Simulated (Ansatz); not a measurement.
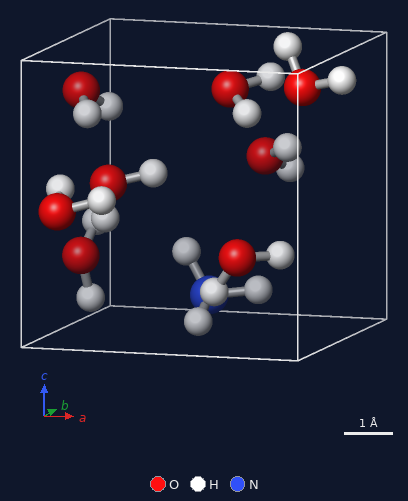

Starting frame of a dynamics run of a periodic cell with 8 H2O + 1 NH3 at 1.199 g/cm³. It starts from the last geometry of an earlier run, with fresh velocities. The picture is a ball-and-stick view of the simulation cell, seen slightly off an axis.

These are results of DFT PBE-D3(BJ), scalar-relativistic, plane waves, PAW (Ansatz), not measurements.

Input file:
```yaml
crystal:
  lattice:
    - [6.065939, 0.0, 0.0]
    - [0.0, 6.065939, 0.0]
    - [0.0, 0.0, 6.065939]
  atoms:
    - { symbol: O, position: [-0.03805068, 0.15519083, -0.07605216] }
    - { symbol: H, position: [0.11652898, 0.11784633, -0.0387342] }
    - { symbol: H, position: [-0.1096556, 0.21207077, 0.05512638] }
    - { symbol: O, position: [0.99604123, 0.67000503, 0.79448967] }
    - { symbol: H, position: [1.05541761, 0.79581654, 0.72272816] }
    - { symbol: H, position: [1.06168965, 0.53435026, 0.73487059] }
    - { symbol: O, position: [0.59872084, 0.47073315, 0.85628184] }
    - { symbol: H, position: [0.70634729, 0.59304325, 0.88623139] }
    - { symbol: H, position: [0.69419629, 0.36371276, 0.79059959] }
    - { symbol: O, position: [0.67759321, 0.30647294, 0.29488368] }
    - { symbol: H, position: [0.79540105, 0.42298026, 0.29304029] }
    - { symbol: H, position: [0.58652672, 0.32974086, 0.16869817] }
    - { symbol: O, position: [1.00293272, 0.64375853, 0.22299493] }
    - { symbol: H, position: [1.01837322, 0.77087372, 0.3264142] }
    - { symbol: H, position: [1.02235668, 0.69384563, 0.07020615] }
    - { symbol: O, position: [0.58106955, 0.92098725, 0.55657764] }
    - { symbol: H, position: [0.62795067, 1.05527564, 0.49769678] }
    - { symbol: H, position: [0.69354436, 0.82089769, 0.60585704] }
    - { symbol: O, position: [0.13341359, -0.02849378, 0.47870665] }
    - { symbol: H, position: [0.29370063, -0.0275183, 0.52516333] }
    - { symbol: H, position: [0.09890274, 0.11380867, 0.53673174] }
    - { symbol: O, position: [0.18043369, 0.40200879, 0.51768226] }
    - { symbol: H, position: [0.13988838, 0.49264377, 0.38178589] }
    - { symbol: H, position: [0.32644568, 0.45226378, 0.55257344] }
    - { symbol: "N", position: [0.3755919, 0.93071603, 0.06134466] }
    - { symbol: H, position: [0.28936429, 0.94309978, 0.20717521] }
    - { symbol: H, position: [0.38312823, 0.7827731, -0.00987277] }
    - { symbol: H, position: [0.53855011, 0.97483959, 0.07995838] }
basis:
  ecutwfc: 420.0
kpoints:
  mp_grid: { grid: [1, 1, 1] }
hamiltonian:
  xc: pbe
  dispersion: d3bj
scf:
  occupations: { method: fermi_dirac, width: 0.02 }
  lower_state_search: "off"
md:
  timestep: 0.5
  n_steps: 400
  ensemble: nvt_langevin
  temperature: 400.0
  initial_velocities: maxwell_boltzmann
  seed: 402695
  friction: 0.01
```

Launched with:
```bash
ansatz run input.yaml --threads 1 --pin off --max-ram 3072MiB --backend cpu --events-out ev --progress --plain --runs-dir out
```

Question: Predict how the run goes.

Answer: Over the second half the temperature averages 404 K (spread ±76 K). The potential energy in the second half lies on average 12.6 meV per atom above the first frame. In the second half of the run the atoms are, in the root-mean-square, this far from where they began (common drift taken out): H 0.67 Å, O 0.66 Å, N 0.46 Å. The heavy atoms stay within a fraction of a molecule's size of their starting places; so short a run doesn't tell a liquid from a solid.

Along the run (each row but the first and the last is the mean over the interval that it begins):

```json
{"time (fs)": "0.0", "potential energy (meV/atom)": "0.0", "T (K)": "386"}
{"time (fs)": "25.0", "potential energy (meV/atom)": "8.1", "T (K)": "378"}
{"time (fs)": "50.0", "potential energy (meV/atom)": "4.8", "T (K)": "418"}
{"time (fs)": "75.0", "potential energy (meV/atom)": "0.3", "T (K)": "412"}
{"time (fs)": "100.0", "potential energy (meV/atom)": "12.3", "T (K)": "369"}
{"time (fs)": "125.0", "potential energy (meV/atom)": "11.6", "T (K)": "370"}
{"time (fs)": "150.0", "potential energy (meV/atom)": "15.5", "T (K)": "361"}
{"time (fs)": "175.0", "potential energy (meV/atom)": "10.8", "T (K)": "515"}
{"time (fs)": "200.0", "potential energy (meV/atom)": "16.5", "T (K)": "510"}
```

The paths of the atoms:

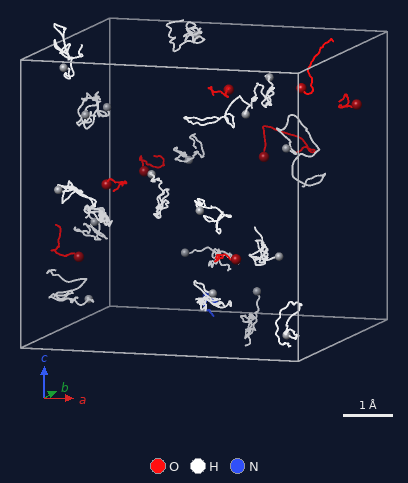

Limits of the set-up: the periodic images lie only 6.1 Å apart, so the values are limited by the cell's size.

Cost: 7.3 min on 1 thread of Arm Neoverse V2 (shared host), peak memory 0.34 GiB.
